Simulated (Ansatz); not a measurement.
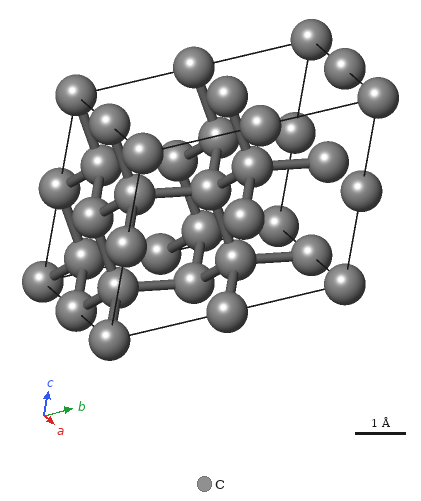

Starting frame of a dynamics run of a 16-atom cell of C. The cell was cut from the diamond crystal. A ball-and-stick model of the reduced simulation cell, seen slightly off an axis. Bonds to atoms that aren't drawn are left out. Lengths and directions refer to the drawn axes.

Level of theory: DFT PBE, scalar-relativistic, plane waves, PAW (Ansatz 0.2.0).

Input
```yaml
crystal:
  lattice:
    - [0.0, 3.628535, 3.628535]
    - [3.628535, 0.0, 3.628535]
    - [3.628535, 3.628535, 0.0]
  atoms:
    - { symbol: C, position: [0.0, 0.0, 0.0] }
    - { symbol: C, position: [0.125, 0.125, 0.125] }
    - { symbol: C, position: [0.0, 0.0, 0.5] }
    - { symbol: C, position: [0.125, 0.125, 0.625] }
    - { symbol: C, position: [0.0, 0.5, 0.0] }
    - { symbol: C, position: [0.125, 0.625, 0.125] }
    - { symbol: C, position: [0.0, 0.5, 0.5] }
    - { symbol: C, position: [0.125, 0.625, 0.625] }
    - { symbol: C, position: [0.5, 0.0, 0.0] }
    - { symbol: C, position: [0.625, 0.125, 0.125] }
    - { symbol: C, position: [0.5, 0.0, 0.5] }
    - { symbol: C, position: [0.625, 0.125, 0.625] }
    - { symbol: C, position: [0.5, 0.5, 0.0] }
    - { symbol: C, position: [0.625, 0.625, 0.125] }
    - { symbol: C, position: [0.5, 0.5, 0.5] }
    - { symbol: C, position: [0.625, 0.625, 0.625] }
basis:
  ecutwfc: 420.0
kpoints:
  mp_grid: { grid: [3, 3, 3] }
hamiltonian:
  xc: pbe
scf:
  occupations: { method: fermi_dirac, width: 0.24 }
  lower_state_search: "off"
md:
  timestep: 0.75
  n_steps: 120
  ensemble: nvt_langevin
  temperature: 2800.0
  initial_velocities: maxwell_boltzmann
  seed: 497274
  friction: 0.02
```

Command:
```bash
ansatz run input.yaml --threads 1 --pin off --max-ram 3072MiB --backend cpu --events-out ev --progress --plain --runs-dir out
```

What does the trajectory do?

The mean temperature in the second half is 2490 K (standard deviation 306 K). The potential energy in the second half lies on average 318 meV per atom above the first frame. Root-mean-square distances from the starting positions over the second half, with the common drift of all atoms taken out: C 0.14 Å. The run lasts only 90 fs, too short to tell vibration from diffusion.

Along the run (each row but the first and the last is the mean over the interval that it begins):

```
time (fs)  potential energy (meV/atom)  T (K)
      0.0                          0.0   2625
     15.0                        264.7   1875
     30.0                        267.1   2405
     45.0                        298.6   2285
     60.0                        295.2   2613
     75.0                        356.6   2563
     90.0                        372.3   2655
```

The paths of the atoms, magnified 3 times:

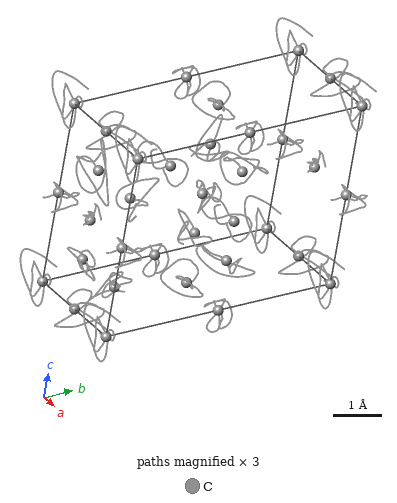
